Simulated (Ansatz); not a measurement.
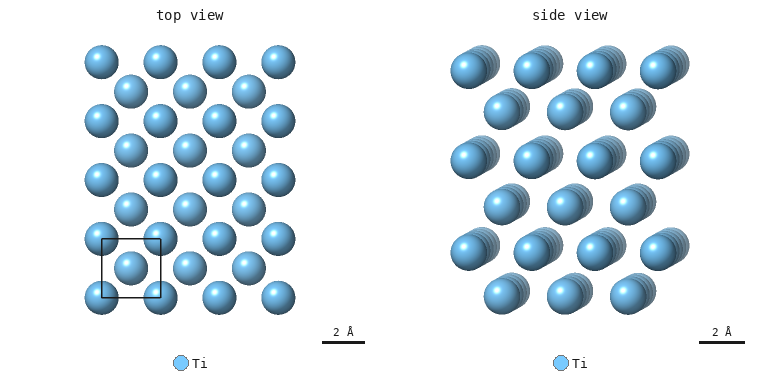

Ti(100) (Fm-3m bulk, 6 atomic planes (those closer than 0.6 Å count as one), 10 Å), seen from above and from the side.

Computed with Ansatz 0.2.0, DFT PBE, scalar-relativistic, plane waves, PAW. Cutoff 420 eV, 20 × 20 k-points, Gaussian smearing 0.1 eV, dipole correction. The slab is a cut without reconstruction beyond its cell, at the source's lattice constants, with its lower half held fixed and the rest relaxed. Relaxation changes the spacing of inner planes by up to 8 %, all the same way; the held half keeps the source's spacing. This isn't the element's usual hcp form. No spin polarisation.

Tersoff–Hamann simulation (s-wave tip); biases are sample biases. Bias windows are sharp sums over the levels of the k mesh.

```cif
data_structure
_symmetry_space_group_name_H-M 'P 1'
_symmetry_Int_Tables_number 1
_cell_length_a 2.8709
_cell_length_b 2.8709
_cell_length_c 30.1500
_cell_angle_alpha 90.000
_cell_angle_beta 90.000
_cell_angle_gamma 90.000
_cell_volume 248.49
loop_
_atom_site_label
_atom_site_type_symbol
_atom_site_fract_x
_atom_site_fract_y
_atom_site_fract_z
_atom_site_occupancy
Ti1 Ti 0.50000 0.50000 0.33167 1
Ti2 Ti 0.00000 0.00000 0.39900 1
Ti3 Ti 0.50000 0.50000 0.46633 1
Ti4 Ti 0.00000 0.00000 0.53733 1
Ti5 Ti 0.50000 0.50000 0.60982 1
Ti6 Ti 0.00000 0.00000 0.67319 1
```

Question: Predict the constant-current image at a set point of 1.7 × 10⁻⁴ e/Å³ at +0.25 V.

Answer: The brightest spots lie over the sites above the Ti atoms 1.9 Å below the top plane; the darkest points are over the top Ti atoms. The corrugation is 4 pm at a mean tip height of 3.5 Å. So weak a contrast (4 pm) depends on the k-mesh and on the tip.

The computed image, with the atoms seen from above drawn over one corner (deeper ones smaller):

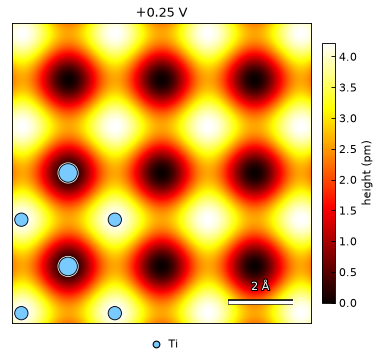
